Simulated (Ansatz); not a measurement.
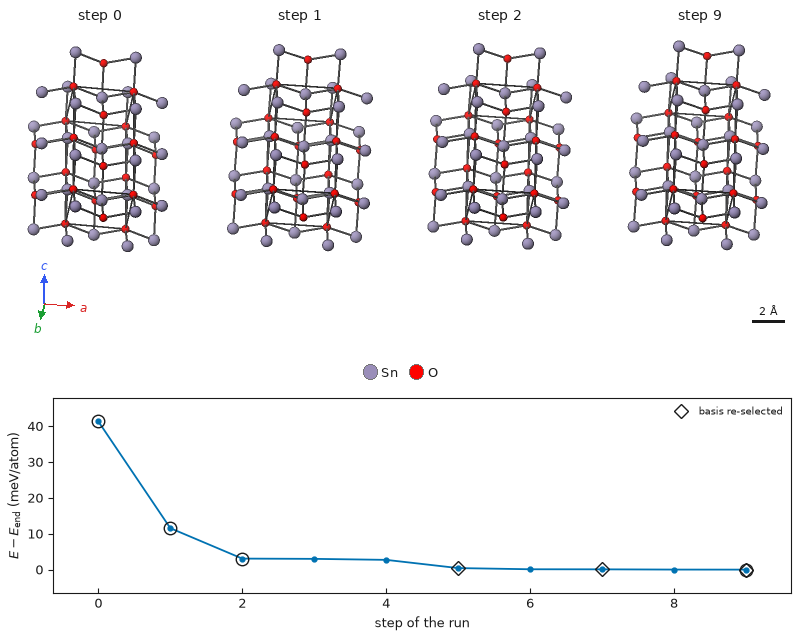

Frames of a relaxation of a crystal of SnO (set up in P1), marked on the history of the run. A ball-and-stick model of the cell of the calculation, seen from a free direction.

Case: cell sheared at random, sigma 0.03, atoms nudged by 0.01 Å; relaxed back.

Method: DFT PBE+D3(BJ), scalar-relativistic, plane waves, PAW in Ansatz.

The input:
```yaml
crystal:
  lattice:
    - [-3.8634578854, 0.0864380586, -0.0162802906]
    - [-0.0202050851, 0.0658273961, -5.0217436022]
    - [0.1728761173, -7.2031006598, 0.1060811308]
  atoms:
    - { symbol: Sn, position: [0.999455466, 0.7573241278, 0.2504879119] }
    - { symbol: Sn, position: [1.0018003518, 0.7537890518, 0.7502974979] }
    - { symbol: Sn, position: [0.500347383, 0.2391287259, 0.4999204545] }
    - { symbol: Sn, position: [0.5025490997, 0.2430016087, 0.9990489821] }
    - { symbol: O, position: [-0.0024955095, 1.0014056774, -0.0014926931] }
    - { symbol: O, position: [0.0025078228, 1.0036872073, 0.5017471144] }
    - { symbol: O, position: [0.4961859329, 0.9988162436, 0.2509294195] }
    - { symbol: O, position: [0.4996494534, 1.0028473574, 0.7490613129] }
basis:
  ecutwfc: 420
kpoints:
  mp_grid: { grid: [10, 8, 6] }
hamiltonian:
  xc: pbe
  dispersion: d3bj
scf:
  occupations: { method: gaussian, width: 0.15 }
output:
  forces: true
  stress: true
  eigenvalues: true
relax:
  adjacent_minimum: "off"
  f_tol: 0.01
  max_steps: 80
  cell: { stress_tol: 0.1 }
```

Run as
```bash
ansatz run input.yaml --threads 2 --pin off --max-ram 5120MiB --backend cpu --events-out ev --progress --plain --runs-dir out
```

What happens along the run?

Answer. The energy falls by 41.3 meV per atom in 6 accepted moves (9 points after the start). Largest force component: 0.63 eV/Å at the start, 0.00097 eV/Å at the end. The pressure goes from 2.06 to 0.00 GPa. The SCF was repeated 3 times at an unchanged geometry on a basis and grid sized afresh for the cell, which shifted the energy by 2.3 meV per atom at most. O8 moves most relative to the cell: 0.023 Å roughly along [0 −3 1]. By element the largest moves are O 0.023 Å, Sn 0.021 Å. Cell: a 3.864 → 3.854 Å (−0.3 %), b 5.022 → 4.759 Å (−5.2 %), c 7.206 → 7.639 Å (+6.0 %), α 91.6° → 90.0°, β 92.7° → 90.0°, γ 89.5° → 90.0°. Volume +0.3 %. Near-neighbour distances that change, for instance: Sn3–O7 2.134 → 2.238 Å, Sn4–O8 2.139 → 2.238 Å, Sn2–O5 2.150 → 2.238 Å, Sn1–O6 2.164 → 2.238 Å. Bond angles that change, for instance: O5–Sn2–O6 110.2° → 117.1°, Sn1–O6–Sn2 110.6° → 117.1°, O6–Sn2–O8 68.9° → 74.5°. Within 0.06 Å the space group is P-1 at the start and P4/nmm at the end; at a tighter tolerance small leftover displacements or strains of the cell lower it. From step 0 to 1: Sn2 moves most (0.06 Å), volume +3.3 %, energy −29.7 meV per atom. From step 1 to 2: Sn3 moves most (0.05 Å), volume −3.5 %, energy −8.5 meV per atom. From step 2 to 9: O atoms move most (0.03 Å), volume +0.7 %, energy −3.1 meV per atom.
